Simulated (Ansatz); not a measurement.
Geometry relaxation of Ni (part 1 of 2)

- system: Ni (1 atom in the cell)
- method: DFT, PBE, plane waves, PAW, Ueff = 8 eV on Ni d (Ansatz 0.2.0)

The structure was built on a prototype by a generator; it need not be a known phase. The run did not end well. Figures and captions count atoms from 1; the log counts them from 0 in places.

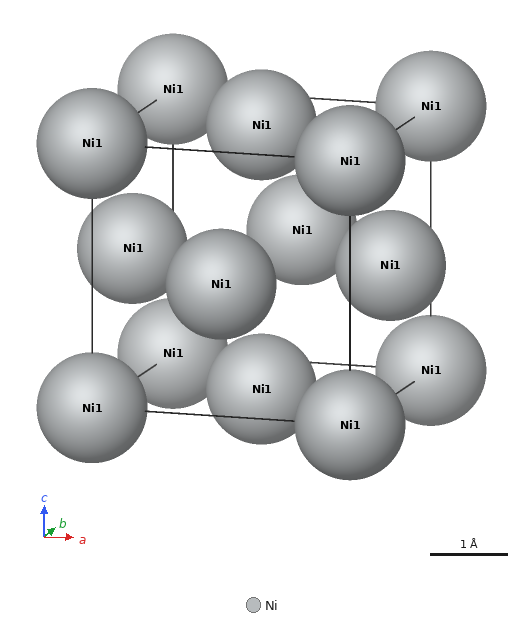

The input geometry (spheres-only view of the cell 4 times as large as that of the calculation, set on its symmetry axes, seen slightly off an axis; atoms are numbered from 1 in the order of the input).

The input:
```yaml
crystal:
  lattice:
    - [0.0, 1.7597012234, 1.7597012234]
    - [1.7597012234, 0.0, 1.7597012234]
    - [1.7597012234, 1.7597012234, 0.0]
  atoms:
    - { symbol: Ni, position: [0.0, 0.0, 0.0], spin: 1.0 }
magnetization:
  spin_polarized: true
kpoints:
  mp_grid: { grid: [21, 21, 21] }
scf:
  occupations: { method: fermi_dirac, width: 0.05 }
  initial_density: { chi_scale: 0.1 }
hamiltonian:
  xc: pbe
  pseudopotentials: { kind: paw }
  hubbard: { sites: [{ species: Ni, l: d, u_eff: 8.0 }], double_counting: amf }
output:
  forces: true
  stress: true
relax:
  f_tol: 0.005
  max_steps: 40
  cell: {}
```

Command:
```bash
ansatz run input.yaml --threads 2 --pin off --max-ram 6144MiB --backend cpu --events-out ev --progress --plain --runs-dir out
```

What the program printed:
```
Ni: projections on atomic orbitals take those of the free atom [Ne] 3s2 3p6 3d8 4s2, of charge +0.00 (hamiltonian.pseudopotentials.projection_atoms); the dataset's partial waves leave at most 1.6e-6 of an orbital's norm unspanned inside its sphere
Engine: ansatz 0.2.0, aarch64-unknown-linux-gnu
Pseudopotentials: kind: paw
Pseudopotential: Ni, paw, valence charge 18, recommended cutoff 420 eV (normal), Ni.paw.azcp
Functional definition: PBE
  parameter kappa = 0.804
  parameter beta = 0.06672455060314922
  exchange = pbe_x(kappa = kappa, mu = beta*pi^2/3)
  correlation = pbe_c(beta = beta)
Crystal: 1 atoms, lattice volume = 10.898 Å³
Basis set: ecut = 420 eV, 181 PW (Γ), exchange–correlation on 36×36×36 points (8 copies of the dense FFT grid, shifted against one another)
Bands: 14, of which v1, the nominal top of the filled ones, is band 9 counted from 1 (8 counted from 0)
Symmetry: 48 space group operations
Space group: Fm-3m (ITA 225), of the structure as read, at distance tolerance 2.2e-5 Å
Magnetic group: BNS 225.116 (UNI 1618), of the structure as read, at distance tolerance 2.2e-5 Å
k-points: 286 of 9261
Non-local potential: Ni, projectors of the file, l = 0: 3, l = 1: 2, l = 2: 3, l = 3: 1
PAW form: soft (Blöchl's): semilocal exchange-correlation on the pseudo side does not see the compensation charge
PAW one-centre angular grid: Ni, 590 points (default); XC on 64 Gauss nodes
Initial density: superposition of atomic densities (chi_scale 0.1, normalization cell)
Starting moments: Σ|m| = 1 μB on 1 of 1 site
Initial wavefunctions: pseudopotential atomic-orbital guess
Functional: x = pbe(κ = 0.804, μ = 0.2195149727645171), c = pbe(β = 0.06672455060314922)
iter 1 solved again at ethr=2.27e-4 eV; its pass at ethr=3.10e-3 eV (dr2=4.08e-2 eV) is discarded
SCF iter   1: F=—  HF=-5839.692885 eV  |F-HF|=—  |Δ(HF+E_count)|=         —  Δρ=3.46e-2 (↑1.46e-2 ↓3.46e-2)  dr2=3.98e-2  dr2_m=4.50e-2  M=0.708 μB ∫|m|=0.747 μB  β_m=0.30  ethr=2.27e-4  ⟨swp⟩=1.0  Hψ=54958  notcnv=0
preconditioner: auto → none  [metal: Δε(μ)=0.004 eV  Ē_g=16.735 eV  σ=0.050 eV  W_gap=0.02  n_scr=0 (ndim 8)  ℏωp=35.6 eV  f_vac=0.000  D(μ)=1.80/eV (n_scr^D=26)]
SCF iter   2: F=—  HF=-5839.731657 eV  |F-HF|=—  |Δ(HF+E_count)|=   3.88e-2  Δρ=2.24e-2 (↑1.38e-2 ↓2.24e-2)  dr2=4.92e-3  dr2_m=2.43e-2  M=0.707 μB ∫|m|=0.758 μB  β_m=0.30  ethr=2.21e-4  ⟨swp⟩=2.6  Hψ=13211  notcnv=0
SCF iter   3: F=—  HF=-5839.781083 eV  |F-HF|=—  |Δ(HF+E_count)|=   4.94e-2  Δρ=2.23e-2 (↑7.32e-3 ↓2.23e-2)  dr2=7.91e-3  dr2_m=1.55e-2  M=0.704 μB ∫|m|=0.766 μB  β_m=0.30  ethr=2.74e-5  ⟨swp⟩=2.4  Hψ=14415  notcnv=0  defer=28
SCF iter   4: F=—  HF=-5839.832063 eV  |F-HF|=—  |Δ(HF+E_count)|=   5.10e-2  Δρ=1.06e-2 (↑8.62e-3 ↓1.06e-2)  dr2=9.35e-5  dr2_m=9.16e-3  M=0.719 μB ∫|m|=0.788 μB  β_m=0.30  ethr=2.74e-5  ⟨swp⟩=2.0  Hψ=15253  notcnv=0  defer=104
SCF iter   5: F=—  HF=-5839.875471 eV  |F-HF|=—  |Δ(HF+E_count)|=   4.34e-2  Δρ=1.21e-2 (↑5.30e-3 ↓1.21e-2)  dr2=7.35e-4  dr2_m=7.50e-3  M=0.737 μB ∫|m|=0.813 μB  β_m=1.00  ethr=5.19e-7  ⟨swp⟩=2.0  Hψ=14884  notcnv=0  defer=137
SCF iter   6: F=—  HF=-5839.909458 eV  |F-HF|=—  |Δ(HF+E_count)|=   3.40e-2  Δρ=8.21e-3 (↑3.47e-3 ↓8.21e-3)  dr2=1.30e-3  dr2_m=2.39e-3  M=0.750 μB ∫|m|=0.847 μB  β_m=1.00  ethr=5.19e-7  ⟨swp⟩=2.0  Hψ=16693  notcnv=0  defer=135
SCF iter   7: F=—  HF=-5839.934550 eV  |F-HF|=—  |Δ(HF+E_count)|=   2.51e-2  Δρ=7.74e-3 (↑3.60e-3 ↓7.74e-3)  dr2=1.96e-3  dr2_m=1.33e-3  M=0.766 μB ∫|m|=0.871 μB  β_m=1.00  ethr=5.19e-7  ⟨swp⟩=2.0  Hψ=14856  notcnv=0  defer=136
SCF iter   8: F=—  HF=-5839.955381 eV  |F-HF|=—  |Δ(HF+E_count)|=   2.08e-2  Δρ=1.36e-2 (↑6.49e-3 ↓1.36e-2)  dr2=1.48e-2  dr2_m=2.01e-3  M=0.790 μB ∫|m|=0.899 μB  β_m=1.00  ethr=5.19e-7  ⟨swp⟩=2.0  Hψ=14578  notcnv=0  defer=134
SCF iter   9: F=—  HF=-5839.967498 eV  |F-HF|=—  |Δ(HF+E_count)|=   1.21e-2  Δρ=1.09e-2 (↑5.54e-3 ↓1.09e-2)  dr2=7.68e-3  dr2_m=1.53e-3  M=0.812 μB ∫|m|=0.922 μB  β_m=1.00  ethr=5.19e-7  ⟨swp⟩=2.0  Hψ=14191  notcnv=0  defer=133
SCF iter  10: F=—  HF=-5839.981921 eV  |F-HF|=—  |Δ(HF+E_count)|=   1.44e-2  Δρ=1.82e-2 (↑1.05e-2 ↓1.82e-2)  dr2=3.12e-2  dr2_m=2.55e-3  M=0.842 μB ∫|m|=0.953 μB  β_m=1.00  ethr=5.19e-7  ⟨swp⟩=2.0  Hψ=16511  notcnv=0  defer=133
SCF iter  11: F=—  HF=-5839.985953 eV  |F-HF|=—  |Δ(HF+E_count)|=   4.03e-3  Δρ=1.21e-2 (↑6.68e-3 ↓1.21e-2)  dr2=1.72e-2  dr2_m=9.65e-4  M=0.859 μB ∫|m|=0.971 μB  β_m=1.00  ethr=5.19e-7  ⟨swp⟩=2.0  Hψ=14780  notcnv=0  defer=133
SCF iter  12: F=—  HF=-5839.991576 eV  |F-HF|=—  |Δ(HF+E_count)|=   5.62e-3  Δρ=1.11e-2 (↑6.36e-3 ↓1.11e-2)  dr2=1.45e-2  dr2_m=7.41e-4  M=0.874 μB ∫|m|=0.988 μB  β_m=1.00  ethr=5.19e-7  ⟨swp⟩=2.3  Hψ=11920  notcnv=0  defer=133
SCF iter  13: F=—  HF=-5839.993797 eV  |F-HF|=—  |Δ(HF+E_count)|=   2.22e-3  Δρ=3.51e-3 (↑1.38e-3 ↓3.51e-3)  dr2=9.00e-4  dr2_m=1.88e-4  M=0.879 μB ∫|m|=0.996 μB  β_m=0.30  ethr=5.19e-7  ⟨swp⟩=2.0  Hψ=16464  notcnv=0  defer=131
Mixer restart at iter 13: flushing history
spin-set hold released at iteration 13 (site moments contracting): the magnetisation degrees of freedom join the quasi-Newton model from the next iteration; the mixer history was flushed
SCF iter  14: F=—  HF=-5839.997576 eV  |F-HF|=—  |Δ(HF+E_count)|=   3.78e-3  Δρ=2.92e-3 (↑2.37e-3 ↓2.92e-3)  dr2=9.42e-5  dr2_m=5.44e-4  M=0.886 μB ∫|m|=1.004 μB  β_m=0.65  ethr=5.19e-7  ⟨swp⟩=2.0  Hψ=14630  notcnv=0  defer=130
SCF iter  15: F=—  HF=-5840.006078 eV  |F-HF|=—  |Δ(HF+E_count)|=   8.50e-3  Δρ=1.18e-2 (↑2.78e-3 ↓1.18e-2)  dr2=1.19e-2  dr2_m=2.27e-3  M=0.919 μB ∫|m|=1.042 μB  β_m=0.27  ethr=5.19e-7  ⟨swp⟩=2.6  Hψ=17411  notcnv=0  defer=135  recentre
SCF iter  16: F=—  HF=-5840.003138 eV  |F-HF|=—  |Δ(HF+E_count)|=   2.94e-3  Δρ=2.91e-3 (↑2.91e-3 ↓2.36e-3)  dr2=4.33e-5  dr2_m=6.47e-4  M=0.908 μB ∫|m|=1.031 μB  β_m=0.56  ethr=5.19e-7  ⟨swp⟩=2.8  Hψ=18903  notcnv=0  defer=161
SCF iter  17: F=—  HF=-5840.004496 eV  |F-HF|=—  |Δ(HF+E_count)|=   1.36e-3  Δρ=6.61e-4 (↑3.42e-4 ↓6.61e-4)  dr2=8.38e-6  dr2_m=2.41e-5  M=0.925 μB ∫|m|=1.056 μB  β_m=0.70  ethr=2.41e-7  ⟨swp⟩=2.0  Hψ=13652  notcnv=0  defer=166
SCF iter  18: F=—  HF=-5840.004506 eV  |F-HF|=—  |Δ(HF+E_count)|=   9.46e-6  Δρ=6.33e-5 (↑5.88e-5 ↓6.33e-5)  dr2=2.26e-7  dr2_m=2.73e-7  M=0.924 μB ∫|m|=1.054 μB  β_m=0.85  ethr=4.66e-8  ⟨swp⟩=1.6  Hψ=10688  notcnv=0  defer=170
iter 19 did not close the SCF: its close was put off for a magnetic moment that had not settled (scf_convergence_deferred on its scf_iter line)
SCF iter  19: F=-5840.004507 eV  HF=-5840.004507 eV  |F-HF|=3.03e-9  |Δ(HF+E_count)|=   5.97e-7  Δρ=1.39e-5 (↑1.15e-5 ↓1.39e-5)  dr2=3.32e-10  dr2_m=1.61e-8  M=0.924 μB ∫|m|=1.055 μB  β_m=0.92  ethr=5.56e-10  ⟨swp⟩=2.9  Hψ=28484  notcnv=0
SCF iter  20: F=-5840.004507 eV  HF=-5840.004507 eV  |F-HF|=6.29e-10  |Δ(HF+E_count)|=   5.17e-9  Δρ=1.83e-6 (↑1.83e-6 ↓1.57e-6)  dr2=6.18e-10  dr2_m=2.01e-11  M=0.924 μB ∫|m|=1.055 μB  ethr=1.84e-12  ⟨swp⟩=1.1  Hψ=23515  notcnv=0
SCF 1 converged in 20 iterations: F = -5840.004507 eV  dr2 = 6.18e-10
  greatest PAW one-centre occupation: 1.001 electrons in one spin orbital (limit 2), on the Ni atom at site 0 (counted from 0), in its partial waves of l = 1
relax step   1: F+E_penalty+E_count = -5840.00450653 eV  Δ(F+E_penalty+E_count) = +0.000e0 eV  max|allowed force component| = 0.000e0 eV/Å  Δτ_max = 0.0000 Å  P = +7.859 GPa  Ω = 10.898 Å³  (20 SCF iters, dr2 threshold 1.00e-7 eV, accepted)
Crystal: 1 atoms, lattice volume = 11.113 Å³
Basis set: ecut = 420 eV, 229 PW (Γ), exchange–correlation on 36×36×36 points (8 copies of the dense FFT grid, shifted against one another)
Initial density: handed on by an earlier stage of this run
Starting moments: Σ|m| = 1 μB on 1 of 1 site; this step starts from the density that it was given
Initial wavefunctions: those handed on with the density
iter 1 solved again at ethr=4.06e-6 eV; its pass at ethr=3.10e-3 eV (dr2=7.31e-4 eV) is discarded
SCF iter   1: F=—  HF=-5840.012372 eV  |F-HF|=—  |Δ(HF+E_count)|=         —  Δρ=2.03e-3 (↑2.03e-3 ↓1.50e-3)  dr2=7.50e-4  dr2_m=2.93e-5  M=0.927 μB ∫|m|=1.062 μB  β_m=0.30  ethr=4.06e-6  ⟨swp⟩=1.8  Hψ=53205  notcnv=0
preconditioner: auto → none  [metal: Δε(μ)=0.002 eV  Ē_g=16.804 eV  σ=0.050 eV  W_gap=0.01  n_scr=0 (ndim 8)  ℏωp=35.2 eV  f_vac=0.000  D(μ)=1.08/eV (n_scr^D=14)]
SCF iter   2: F=—  HF=-5840.012298 eV  |F-HF|=—  |Δ(HF+E_count)|=   7.36e-5  Δρ=1.38e-3 (↑3.40e-4 ↓1.38e-3)  dr2=7.19e-5  dr2_m=6.19e-5  M=0.931 μB ∫|m|=1.065 μB  β_m=0.28  ethr=4.06e-6  ⟨swp⟩=2.3  Hψ=10617  notcnv=0
SCF iter   3: F=—  HF=-5840.012294 eV  |F-HF|=—  |Δ(HF+E_count)|=   4.23e-6  Δρ=6.32e-4 (↑6.32e-4 ↓6.26e-4)  dr2=4.80e-6  dr2_m=3.61e-5  M=0.930 μB ∫|m|=1.065 μB  β_m=0.33  ethr=3.99e-7  ⟨swp⟩=2.1  Hψ=10829  notcnv=0
SCF iter   4: F=—  HF=-5840.012332 eV  |F-HF|=—  |Δ(HF+E_count)|=   3.79e-5  Δρ=5.07e-4 (↑2.88e-4 ↓5.07e-4)  dr2=2.48e-6  dr2_m=1.56e-5  M=0.932 μB ∫|m|=1.066 μB  β_m=0.64  ethr=2.67e-8  ⟨swp⟩=2.1  Hψ=12478  notcnv=0
SCF iter   5: F=—  HF=-5840.012347 eV  |F-HF|=—  |Δ(HF+E_count)|=   1.49e-5  Δρ=4.16e-5 (↑4.16e-5 ↓2.78e-5)  dr2=1.16e-7  dr2_m=7.28e-8  M=0.934 μB ∫|m|=1.068 μB  β_m=0.82  ethr=1.38e-8  ⟨swp⟩=2.0  Hψ=12958  notcnv=0
SCF iter   6: F=—  HF=-5840.012347 eV  |F-HF|=—  |Δ(HF+E_count)|=   1.48e-7  Δρ=2.40e-5 (↑2.40e-5 ↓1.86e-5)  dr2=1.02e-7  dr2_m=4.31e-9  M=0.934 μB ∫|m|=1.068 μB  β_m=0.91  ethr=5.56e-10  ⟨swp⟩=3.9  Hψ=22827  notcnv=0
SCF iter   7: F=-5840.012347 eV  HF=-5840.012347 eV  |F-HF|=1.42e-10  |Δ(HF+E_count)|=  8.84e-10  Δρ=1.01e-6 (↑6.27e-7 ↓1.01e-6)  dr2=1.14e-11  dr2_m=5.57e-11  M=0.934 μB ∫|m|=1.068 μB  ethr=5.56e-10  ⟨swp⟩=3.4  Hψ=21641  notcnv=0
SCF 2 converged in 7 iterations: F = -5840.012347 eV  dr2 = 1.14e-11
relax step   2: F+E_penalty+E_count = -5840.01234681 eV  Δ(F+E_penalty+E_count) = -7.840e-3 eV  max|allowed force component| = 0.000e0 eV/Å  Δτ_max = 0.0000 Å  P = +4.037 GPa  Ω = 11.113 Å³  energy of the carried Pulay correction = -8.862e-5 eV  (7 SCF iters, dr2 threshold 1.00e-7 eV, accepted)
Crystal: 1 atoms, lattice volume = 11.349 Å³
iter 1 solved again at ethr=4.66e-6 eV; its pass at ethr=3.10e-3 eV (dr2=8.39e-4 eV) is discarded
SCF iter   1: F=—  HF=-5840.015418 eV  |F-HF|=—  |Δ(HF+E_count)|=         —  Δρ=2.16e-3 (↑2.16e-3 ↓1.63e-3)  dr2=8.84e-4  dr2_m=3.30e-5  M=0.937 μB ∫|m|=1.076 μB  β_m=0.30  ethr=4.66e-6  ⟨swp⟩=1.7  Hψ=53639  notcnv=0
preconditioner: auto → none  [metal: Δε(μ)=0.003 eV  Ē_g=16.565 eV  σ=0.050 eV  W_gap=0.02  n_scr=0 (ndim 8)  ℏωp=34.9 eV  f_vac=0.000  D(μ)=1.11/eV (n_scr^D=14)]
SCF iter   2: F=—  HF=-5840.015334 eV  |F-HF|=—  |Δ(HF+E_count)|=   8.38e-5  Δρ=1.49e-3 (↑3.55e-4 ↓1.49e-3)  dr2=8.91e-5  dr2_m=7.22e-5  M=0.941 μB ∫|m|=1.080 μB  β_m=0.28  ethr=4.66e-6  ⟨swp⟩=2.2  Hψ=10614  notcnv=0
SCF iter   3: F=—  HF=-5840.015327 eV  |F-HF|=—  |Δ(HF+E_count)|=   7.20e-6  Δρ=6.74e-4 (↑6.74e-4 ↓6.61e-4)  dr2=5.76e-6  dr2_m=4.15e-5  M=0.940 μB ∫|m|=1.079 μB  β_m=0.33  ethr=4.95e-7  ⟨swp⟩=2.1  Hψ=10742  notcnv=0
SCF iter   4: F=—  HF=-5840.015370 eV  |F-HF|=—  |Δ(HF+E_count)|=   4.33e-5  Δρ=5.38e-4 (↑3.18e-4 ↓5.38e-4)  dr2=2.62e-6  dr2_m=1.85e-5  M=0.942 μB ∫|m|=1.081 μB  β_m=0.65  ethr=3.20e-8  ⟨swp⟩=2.2  Hψ=12620  notcnv=0
SCF iter   5: F=—  HF=-5840.015388 eV  |F-HF|=—  |Δ(HF+E_count)|=   1.77e-5  Δρ=3.88e-5 (↑3.88e-5 ↓3.01e-5)  dr2=9.87e-8  dr2_m=7.82e-8  M=0.944 μB ∫|m|=1.083 μB  β_m=0.82  ethr=5.56e-10  ⟨swp⟩=3.4  Hψ=33778  notcnv=0
SCF iter   6: F=—  HF=-5840.015388 eV  |F-HF|=—  |Δ(HF+E_count)|=   1.76e-7  Δρ=2.43e-5 (↑2.43e-5 ↓1.93e-5)  dr2=1.10e-7  dr2_m=4.69e-9  M=0.944 μB ∫|m|=1.083 μB  β_m=0.91  ethr=5.48e-10  ⟨swp⟩=4.0  Hψ=24332  notcnv=0
SCF iter   7: F=-5840.015388 eV  HF=-5840.015388 eV  |F-HF|=1.58e-10  |Δ(HF+E_count)|=  2.80e-10  Δρ=1.12e-6 (↑7.25e-7 ↓1.12e-6)  dr2=1.16e-11  dr2_m=7.51e-11  M=0.944 μB ∫|m|=1.083 μB  ethr=5.48e-10  ⟨swp⟩=2.9  Hψ=26271  notcnv=0
SCF 3 converged in 7 iterations: F = -5840.015388 eV  dr2 = 1.16e-11
relax step   3: F+E_penalty+E_count = -5840.01538809 eV  Δ(F+E_penalty+E_count) = -3.041e-3 eV  max|allowed force component| = 0.000e0 eV/Å  Δτ_max = 0.0000 Å  P = +0.290 GPa  Ω = 11.349 Å³  energy of the carried Pulay correction = -1.841e-4 eV  (7 SCF iters, dr2 threshold 1.00e-7 eV, accepted)
Crystal: 1 atoms, lattice volume = 11.369 Å³
iter 1 solved again at ethr=4.33e-8 eV; its pass at ethr=3.10e-3 eV (dr2=7.79e-6 eV) is discarded
SCF iter   1: F=—  HF=-5840.015398 eV  |F-HF|=—  |Δ(HF+E_count)|=         —  Δρ=1.75e-4 (↑1.75e-4 ↓1.33e-4)  dr2=5.80e-6  dr2_m=2.22e-7  M=0.944 μB ∫|m|=1.084 μB  β_m=0.30  ethr=4.33e-8  ⟨swp⟩=2.0  Hψ=51670  notcnv=0
preconditioner: auto → none  [metal: Δε(μ)=0.007 eV  Ē_g=16.547 eV  σ=0.050 eV  W_gap=0.04  n_scr=0 (ndim 8)  ℏωp=34.8 eV  f_vac=0.000  D(μ)=1.10/eV (n_scr^D=14)]
SCF iter   2: F=—  HF=-5840.015397 eV  |F-HF|=—  |Δ(HF+E_count)|=   5.58e-7  Δρ=1.19e-4 (↑2.89e-5 ↓1.19e-4)  dr2=5.55e-7  dr2_m=4.79e-7  M=0.944 μB ∫|m|=1.084 μB  β_m=0.28  ethr=3.22e-8  ⟨swp⟩=2.4  Hψ=10616  notcnv=0
SCF iter   3: F=—  HF=-5840.015397 eV  |F-HF|=—  |Δ(HF+E_count)|=   2.18e-8  Δρ=5.54e-5 (↑5.54e-5 ↓5.34e-5)  dr2=4.00e-8  dr2_m=2.75e-7  M=0.944 μB ∫|m|=1.084 μB  β_m=0.33  ethr=5.56e-10  ⟨swp⟩=4.0  Hψ=25897  notcnv=0
SCF iter   4: F=—  HF=-5840.015398 eV  |F-HF|=—  |Δ(HF+E_count)|=   2.90e-7  Δρ=4.42e-5 (↑2.53e-5 ↓4.42e-5)  dr2=2.00e-8  dr2_m=1.22e-7  M=0.945 μB ∫|m|=1.084 μB  β_m=0.65  ethr=2.22e-10  ⟨swp⟩=3.5  Hψ=22482  notcnv=0
SCF iter   5: F=-5840.015398 eV  HF=-5840.015398 eV  |F-HF|=4.91e-10  |Δ(HF+E_count)|=   1.13e-7  Δρ=3.53e-6 (↑3.53e-6 ↓2.47e-6)  dr2=1.09e-9  dr2_m=4.66e-10  M=0.945 μB ∫|m|=1.084 μB  ethr=1.11e-10  ⟨swp⟩=3.9  Hψ=23795  notcnv=0
SCF 4 converged in 5 iterations: F = -5840.015398 eV  dr2 = 1.09e-9
relax step   4: F+E_penalty+E_count = -5840.01539786 eV  Δ(F+E_penalty+E_count) = -9.763e-6 eV  max|allowed force component| = 0.000e0 eV/Å  Δτ_max = 0.0000 Å  P = -0.001 GPa  Ω = 11.369 Å³  energy of the carried Pulay correction = -1.920e-4 eV  (5 SCF iters, dr2 threshold 1.00e-7 eV, accepted)
Initial wavefunctions: pseudopotential atomic-orbital guess (no wavefunctions were taken with the density)
iter 1 solved again at ethr=2.95e-7 eV; its pass at ethr=3.10e-3 eV (dr2=5.31e-5 eV) is discarded
```
